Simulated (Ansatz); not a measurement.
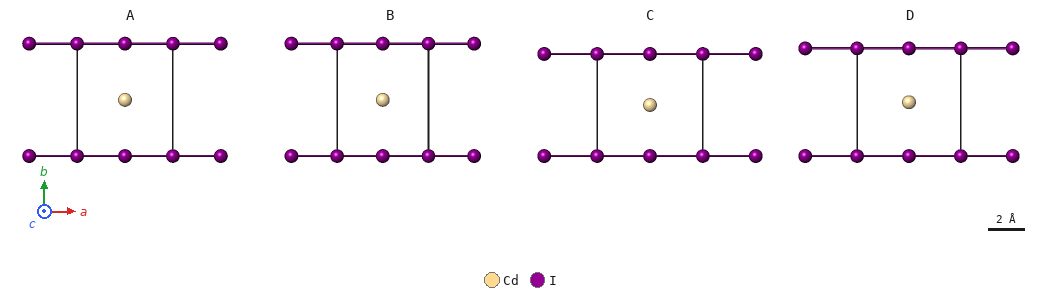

4 geometries from one relaxation of a crystal of Cd₂I₃ (a generated structure, set up in Pmmm) (coarse preliminary run), in shuffled order. Style: ball-and-stick. Shown: the cell of the calculation, along the c axis.

Level of theory: DFT PBE, scalar-relativistic, plane waves, PAW (Ansatz 0.2.0). Settings: plane-wave cutoff 420 eV; k-point mesh 4 × 4 × 2; occupations gaussian; smearing width 0.1 eV; no spin polarisation; cell and atoms relaxed; force threshold 0.04 eV/Å; at most 70 steps.

> Order the frames from highest to lowest energy.

B, A, D, C. They are steps 0, 1, 3, 5, at +2.462 eV per cell of the calculation, +1.063 eV per cell of the calculation, +87.2 meV per cell of the calculation relative to the last. No atom moves by more than 0.005 Å relative to the cell. The drawn cell changes as follows: a 5.127 → 5.937 Å (+15.8 %), b 6.308 → 5.729 Å (−9.2 %), c 7.604 → 8.057 Å (+6.0 %); the volume changes by +11.4 %. Among the contacts that change: I–I 2.564 → 2.969 Å, Cd–I 2.564 → 2.969 Å, Cd–Cd 3.154 → 2.864 Å. The space group stays Pmmm (No. 47). Over 4 accepted moves (5 points after the start) the energy falls by 2.462 eV per cell of the calculation. All forces vanish by symmetry, so only the cell relaxes. Pressure: 8.54 GPa at the start and 0.09 GPa at the end. The SCF was repeated once at an unchanged geometry on a basis and grid sized afresh for the cell, which shifted the energy by 17.3 meV per cell of the calculation at most. The run took 45 s on 1 thread of AMD EPYC 9R14 (Zen 4) (shared host), peak memory 0.64 GiB.

Limits of the set-up: the k-point mesh is coarse for a cell with partly filled bands; an odd number of electrons was run without spin polarisation, which fails if the electron would localise.
